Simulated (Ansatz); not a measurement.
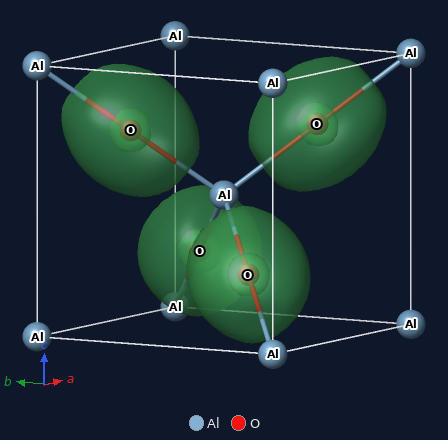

*AlO₂. Isosurface of the electron localisation function at 0.65 (green), seen at an oblique angle. Core shells and regions of very low density are left out. Sticks mark near contacts.*

Space group Pn-3m; started from the cuprite_224 prototype, which need not be the ambient phase; spin-polarised.

Method: DFT PBE, scalar-relativistic, plane waves, PAW in Ansatz.

Core electrons are frozen (PAW), and the valence fields are smoothed inside the atomic spheres.

Input

```
crystal:
  lattice:
    - [4.0795943433, 0.0, 0.0]
    - [0.0, 4.0795943433, 0.0]
    - [0.0, 0.0, 4.0795943433]
  atoms:
    - { symbol: Al, position: [0.0, 0.0, 0.0] }
    - { symbol: Al, position: [0.5, 0.5, 0.5] }
    - { symbol: O, position: [0.25, 0.25, 0.25], spin: 0.46 }
    - { symbol: O, position: [0.25, 0.75, 0.75], spin: 0.46 }
    - { symbol: O, position: [0.75, 0.75, 0.25], spin: 0.46 }
    - { symbol: O, position: [0.75, 0.25, 0.75], spin: 0.46 }
basis:
  ecutwfc: 420
kpoints:
  mp_grid: { grid: [10, 10, 10] }
hamiltonian:
  xc: pbe
scf:
  occupations: { method: gaussian, width: 0.1 }
output:
  forces: true
  stress: true
  eigenvalues: true
  populations: true
  write_density: true
  write_potential: true
  elf: true
  volumetric_format: npy
magnetization:
  spin_polarized: true
relax:
  adjacent_minimum: "off"
  f_tol: 0.01
  max_steps: 80
  cell: { stress_tol: 0.05 }
```

Run with:

```sh
ansatz run input.yaml --threads 1 --pin off --max-ram 2560MiB --backend cpu --events-out ev --progress --plain --runs-dir out
```

Below, planes, directions and counts refer to the conventional cell (a = 4.08 Å, b = 4.08 Å, c = 4.08 Å, α = 90.00°, β = 90.00°, γ = 90.00°).

The fields are those of the relaxed geometry.

> Identify the bonds, lone pairs and shells in this picture.

The surface consists of four regions on O in which the atom's valence shell and bonds are merged, counted in one cell of 6 atoms. Any copies at cell faces, edges or corners count once.

Values along the shortest contacts:
Al–O (1.77 Å): the ELF peaks at about 0.85 in the valence shell of O, 0.7 Å from its nucleus, and is about 0.85 at the midpoint.

> Does the calculation make it a metal, or give it a gap?

It is gapless in this calculation (a metal or semimetal).
